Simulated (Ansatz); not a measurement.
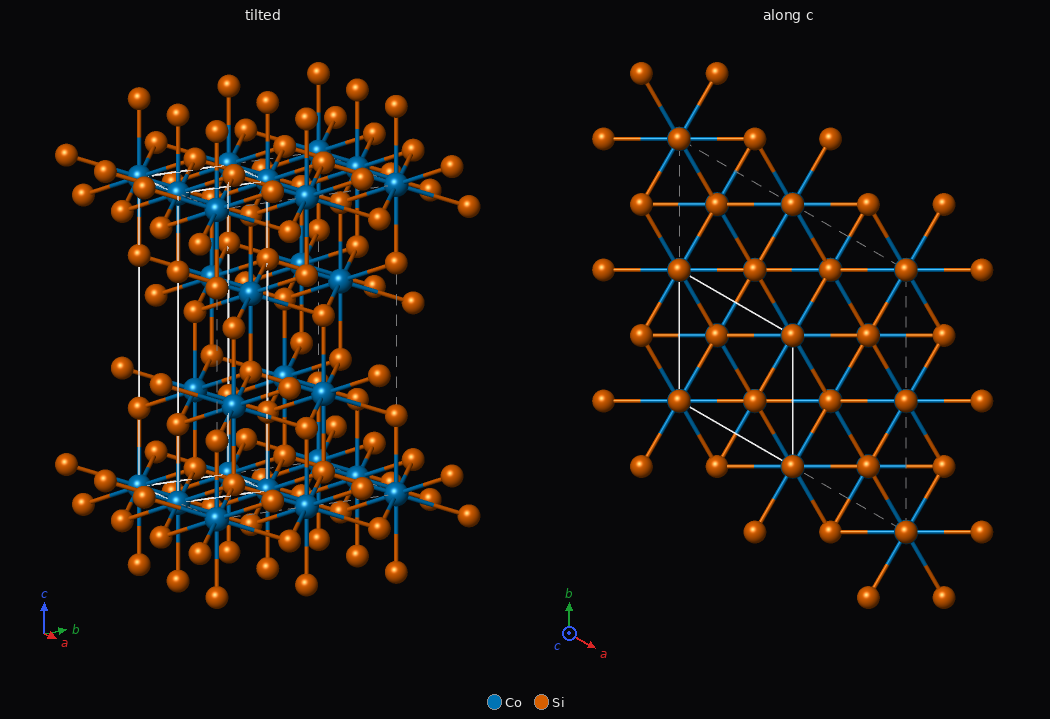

A ball-and-stick rendering, viewed slightly off an axis and along the c axis. The solid box is one conventional unit cell, and 2×2×1 cells are shown. A few atoms beyond the faces are included.

CoSi2, space group R-3m (No. 166), a = 3.87 Å, b = 3.87 Å, c = 9.16 Å, α = 90.00°, β = 90.00°, γ = 120.00°.

Calculation details: DFT PBE, scalar-relativistic, plane waves, PAW in Ansatz 0.2.0; plane waves up to 420 eV, k-points about 0.22 Å⁻¹ apart, Gaussian smearing of 0.1 eV, no spin polarisation (a spin-restricted run, not always the ground state).

> What is the band gap, if any?

A metal: bands cross the Fermi level.

> What pressure does the calculation give for this cell?

The computed pressure is -4.4 GPa (stretched: it would shrink). The stress isn't hydrostatic: its largest component is 6.7 GPa.

The cell started as a structure listed in the Materials Project. The cell was then strained or its atoms displaced on purpose. It was run through Ansatz as a DFT input.

At this level of theory the run's own cell isn't at rest (stretched, at -4 GPa), so its distances can differ from those at equilibrium, the more so the softer the solid.
